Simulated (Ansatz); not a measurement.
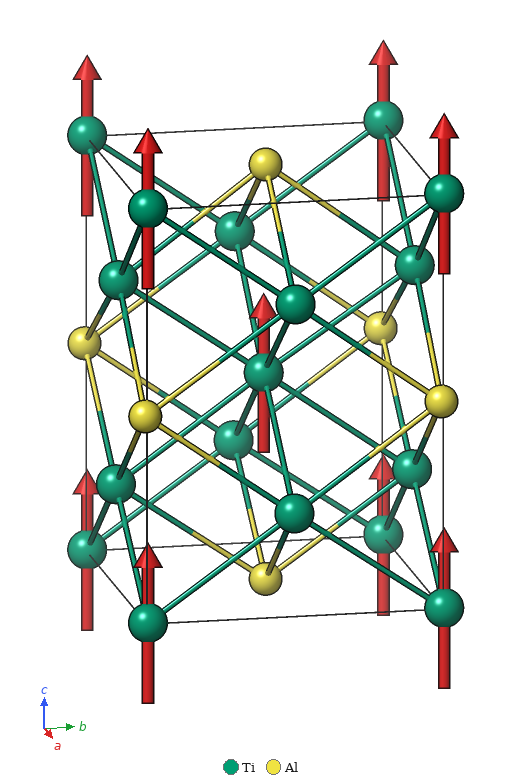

The crystal in a ball-and-stick representation, seen slightly off an axis. The lines enclose the simulation cell; boundary atoms appear with their images. Arrows are the site magnetic moments above 0.25 μB; longer means larger, and red and blue are up and down (without spin-orbit coupling the axis itself is arbitrary).

This is the state reached for Ti$_{3}$Al. Level of theory and settings: DFT PBEsol, scalar-relativistic, plane waves, PAW (Ansatz 0.2.0), plane waves up to 420 eV, k-grid 8×8×6, Gaussian smearing of 0.15 eV, collinear spins.

Question: What order do the moments form, and how large are they?

Answer: Ferromagnetic (within this cell). Site moments: 2 Ti +0.8 to +0.9 μB. The net spin moment of the whole cell is 3.3 μB, including what lies between the atoms and on sites without an arrow.

Its origin is a structure listed in the Materials Project. The cell was then strained or its atoms displaced on purpose. It was run through Ansatz as a DFT input.
